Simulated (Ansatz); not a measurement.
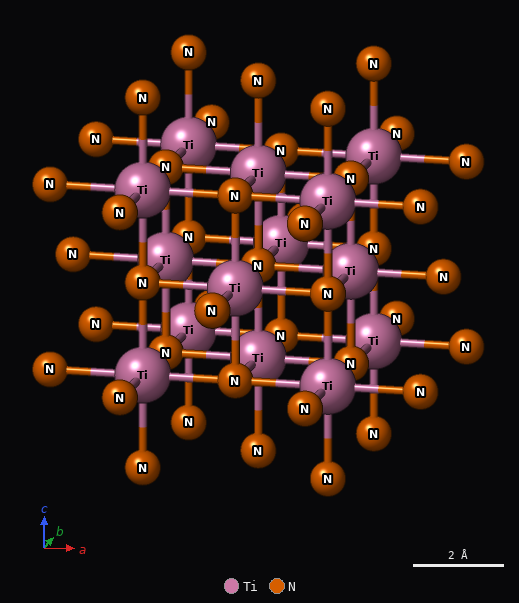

Reference structure: solid TiN (set up in Fm-3m). A ball-and-stick model of the conventional cell (4 times the calculation's cell), seen from a free direction. Lengths and directions refer to the drawn axes.

All numbers below come from DFT PBE, scalar-relativistic, plane waves, PAW (Ansatz 0.2.0). (plane-wave cutoff 420 eV; k-point mesh 18 × 18 × 18; occupations gaussian; smearing width 0.1 eV; no spin polarisation)

The variant: All lengths are scaled by +1.0 % (volume +3.0 %), the atoms keeping their fractional coordinates. No relaxation follows.

Input
```yaml
crystal:
  lattice:
    - [0.0, 2.1443901452, 2.1443901452]
    - [2.1443901452, 0.0, 2.1443901452]
    - [2.1443901452, 2.1443901452, 0.0]
  atoms:
    - { symbol: Ti, position: [0.0, 0.0, 0.0] }
    - { symbol: "N", position: [0.5, 0.5, 0.5] }
basis:
  ecutwfc: 420
kpoints:
  mp_grid: { grid: [18, 18, 18] }
hamiltonian:
  xc: pbe
scf:
  occupations: { method: gaussian, width: 0.1 }
output:
  forces: true
  stress: true
  eigenvalues: true
```

Command:
```bash
ansatz run input.yaml --threads 1 --pin off --max-ram 2560MiB --backend cpu --events-out ev --progress --plain --runs-dir out
```

Predict the response.

Some distances before and after: N–Ti 2.123 → 2.144 Å. The space group stays Fm-3m (No. 225). The energy rises by 7.1 meV per atom. The pressure goes from 0.0 to −7.7 GPa. All forces vanish by symmetry. It is metallic before and after.
